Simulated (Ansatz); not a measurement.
The structure in question:

```
CELL_PARAMETERS angstrom
2.50003 0.00000 0.00000
-1.25002 2.16509 0.00000
0.00000 0.00000 3.94058
ATOMIC_POSITIONS crystal
Ru 0.33333 0.66667 0.25000
Ru 0.66667 0.33333 0.75000
```

Before looking at a picture, describe the arrangement of atoms.

Answer. The element is ruthenium. The lattice is primitive hexagonal and the space group P6_3/mmc (No. 194). Among the common structure types it is hexagonal close-packed (Mg type). The cell holds two atoms. Ru is coordinated by twelve Ru in an anticuboctahedral arrangement at 2.44 to 2.50 Å. The bonds build a three-dimensional framework.

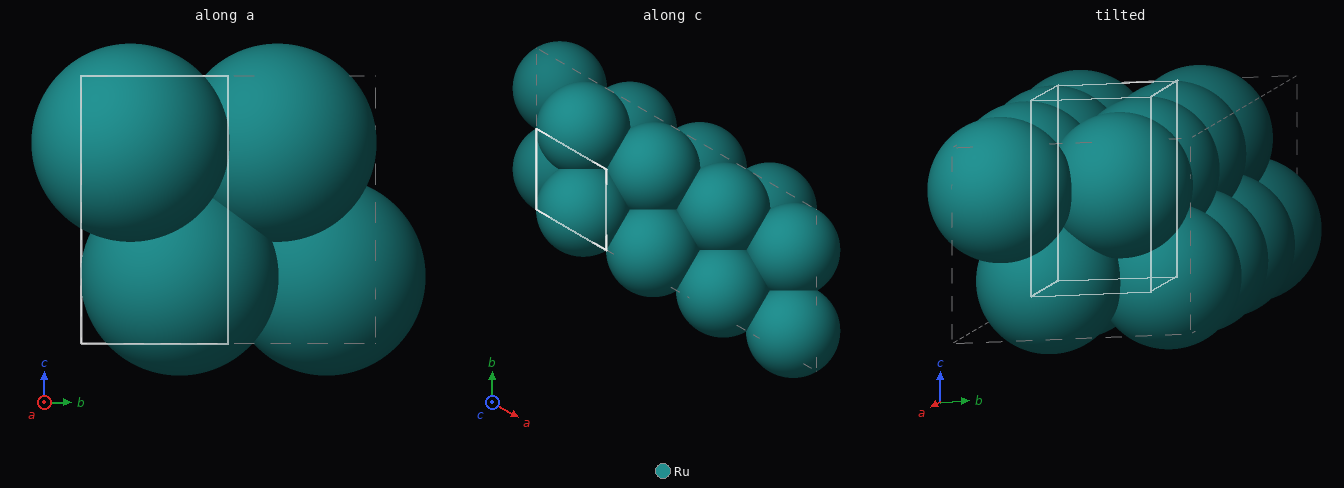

The crystal in a space-filling representation, seen along the a axis, along the c axis and slightly off an axis. The conventional unit cell (solid box) is repeated to 4×2×1 cells.

The initial geometry was a structure listed in the Materials Project. Earlier steps of the study may have refined or changed the cell and positions. It was run through Ansatz as a DFT input.
